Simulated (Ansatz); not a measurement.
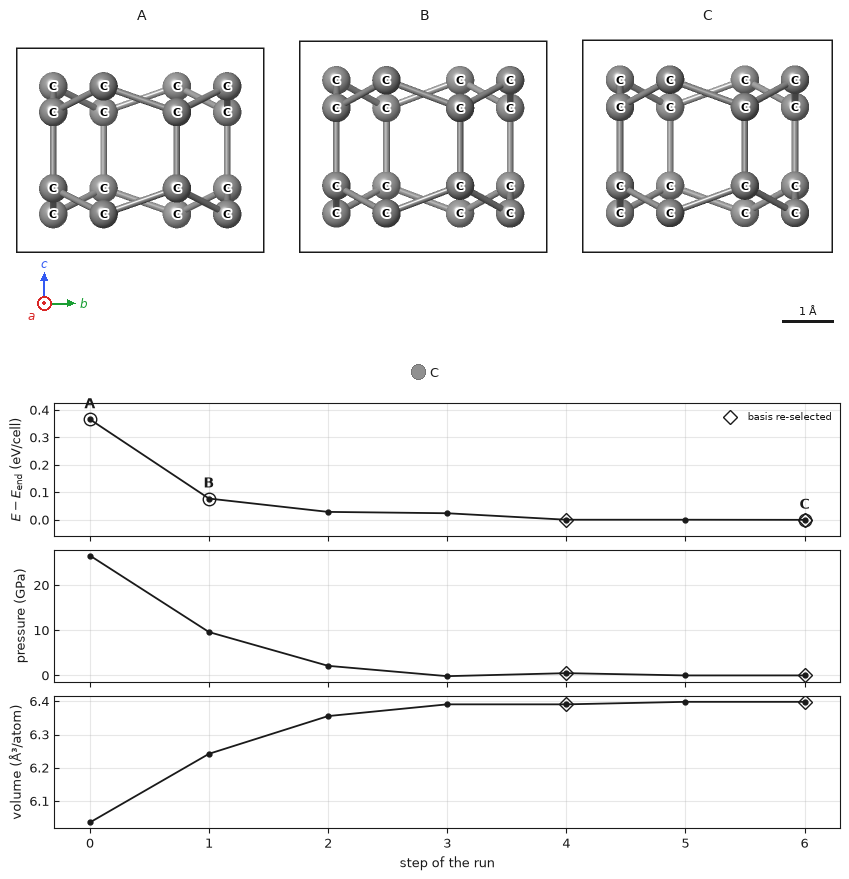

Frames of a relaxation of a crystal of C (a generated structure, set up in I4/mcm) (coarse preliminary run), marked on the history of the run. The picture is a ball-and-stick view of the conventional cell (2 times the calculation's cell), seen along the a axis. Lengths and directions refer to the drawn axes.

Computed with Ansatz 0.2.0, DFT PBE, scalar-relativistic, plane waves, PAW.

Input file:
```yaml
crystal:
  lattice:
    - [-2.44576933, 2.44576933, 2.01806047]
    - [2.44576933, -2.44576933, 2.01806047]
    - [2.44576933, 2.44576933, -2.01806047]
  atoms:
    - { symbol: C, position: [0.53858588, 0.03858588, 0.20355034] }
    - { symbol: C, position: [0.83503554, 0.33503554, 0.79644966] }
    - { symbol: C, position: [0.03858588, 0.83503554, 0.5] }
    - { symbol: C, position: [0.33503554, 0.53858588, 0.5] }
    - { symbol: C, position: [0.66496446, 0.46141412, 0.5] }
    - { symbol: C, position: [0.96141412, 0.16496446, 0.5] }
    - { symbol: C, position: [0.16496446, 0.66496446, 0.20355034] }
    - { symbol: C, position: [0.46141412, 0.96141412, 0.79644966] }
basis:
  ecutwfc: 420
kpoints:
  mp_grid: { grid: [6, 6, 6] }
hamiltonian:
  xc: pbe
scf:
  occupations: { method: gaussian, width: 0.1 }
  lower_state_search: "off"
output:
  forces: true
  stress: true
  eigenvalues: true
relax:
  adjacent_minimum: "off"
  f_tol: 0.04
  max_steps: 70
  cell: { stress_tol: 0.4 }
```

Launched with:
```bash
ansatz run input.yaml --threads 1 --pin off --max-ram 2560MiB --backend cpu --events-out ev --progress --plain --runs-dir out
```

> Describe the path.

The energy falls by 0.366 eV per cell of the calculation in 4 accepted moves (6 points after the start). Largest force component: 0.6 eV/Å at the start, 0.0076 eV/Å at the end. Pressure: 26.57 GPa at the start and 0.00 GPa at the end. At 2 points the geometry stayed and the basis and grid were re-selected for the new cell (energy shift of 23.6 meV per cell of the calculation at most each time). The largest moves relative to the cell, 0.012 Å, are those of 8 atoms (C1, C2, C3, C4 and others). C4 goes along [−1 1 −1]. The volume changes by +6.0 %, with a = b 4.892 → 4.942 Å (+1.0 %), c 4.036 → 4.192 Å (+3.9 %). Some distances before and after: C1–C7 1.508 → 1.555 Å, C1–C5 1.537 → 1.576 Å, C1–C8 1.498 → 1.502 Å. The space group stays I4/mcm (No. 140). From step 0 to 1: volume +3.4 %, energy −0.288 eV per cell of the calculation. From step 1 to 6: volume +2.5 %, energy −77.5 meV per cell of the calculation.

```json
{"step": "0", "E − E(0), meV/atom": "0.00", "largest force component, eV/Å": "0.6001", "pressure, GPa": "26.57", "volume, Å³/atom": "6.036", "note": ""}
{"step": "1", "E − E(0), meV/atom": "-36.05", "largest force component, eV/Å": "0.4317", "pressure, GPa": "9.61", "volume, Å³/atom": "6.242", "note": ""}
{"step": "2", "E − E(0), meV/atom": "-42.12", "largest force component, eV/Å": "0.1916", "pressure, GPa": "2.13", "volume, Å³/atom": "6.355", "note": ""}
{"step": "3", "E − E(0), meV/atom": "-42.74", "largest force component, eV/Å": "0.0378", "pressure, GPa": "-0.16", "volume, Å³/atom": "6.391", "note": ""}
{"step": "4", "E − E(0), meV/atom": "-45.69", "largest force component, eV/Å": "0.0378", "pressure, GPa": "0.50", "volume, Å³/atom": "6.391", "note": "same geometry, new basis"}
{"step": "5", "E − E(0), meV/atom": "-45.69", "largest force component, eV/Å": "0.0078", "pressure, GPa": "0.00", "volume, Å³/atom": "6.398", "note": ""}
{"step": "6", "E − E(0), meV/atom": "-45.74", "largest force component, eV/Å": "0.0076", "pressure, GPa": "0.00", "volume, Å³/atom": "6.398", "note": "same geometry, new basis"}
```
